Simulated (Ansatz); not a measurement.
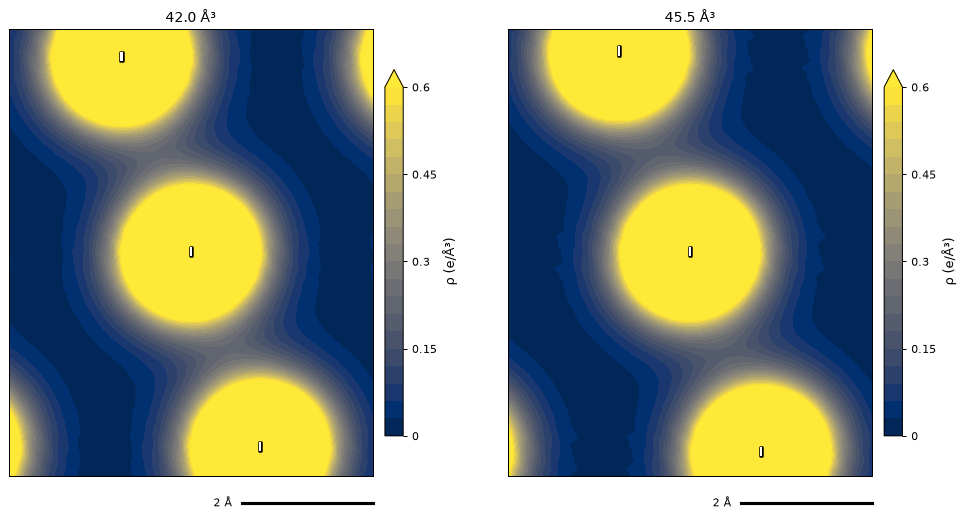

I. The valence pseudo-density of cells scaled evenly to different volumes (given per atom above each panel), on the (011̄) plane of each (indices in the axes of the cell below), at one length scale and on one colour scale.

A structure from a database of computed crystals, not necessarily the ambient phase.

These are results of Kohn-Sham DFT of a periodic cell, PBE, Ansatz PAW (Ansatz 0.2.0), not measurements.

In a PAW calculation such maps are meaningful between the atoms, not at the nuclei.

The largest cell:

```cif
data_structure
_symmetry_space_group_name_H-M 'P 1'
_symmetry_Int_Tables_number 1
_cell_length_a 4.8716
_cell_length_b 4.8716
_cell_length_c 4.8716
_cell_angle_alpha 140.950
_cell_angle_beta 140.950
_cell_angle_gamma 56.414
_cell_volume 45.52
loop_
_atom_site_label
_atom_site_type_symbol
_atom_site_fract_x
_atom_site_fract_y
_atom_site_fract_z
_atom_site_occupancy
I1 I 0.00000 0.00000 0.00000 1
```

| volume (Å³/atom) | I–I contact in the plane (Å) | ρ at its midpoint (e/Å³) | pressure (GPa) | 
| --- | --- | --- | --- |
| 41.95 | 3.169 | 0.235 | 1.8 | 
| 43.74 | 3.213 | ? | ? | 
| 45.52 | 3.256 | 0.201 | −0.3 | 

> Estimate the missing row, and compare with the calculation.

Over the known rows ln ρ falls by 1.80 per Å of I–I distance (the line through the two), which gives 0.217 e/Å³ at 3.213 Å; the calculation gives 0.218 e/Å³. For the pressure, a straight line in volume between the neighbouring rows gives 0.7 GPa; the calculation gives 0.6.
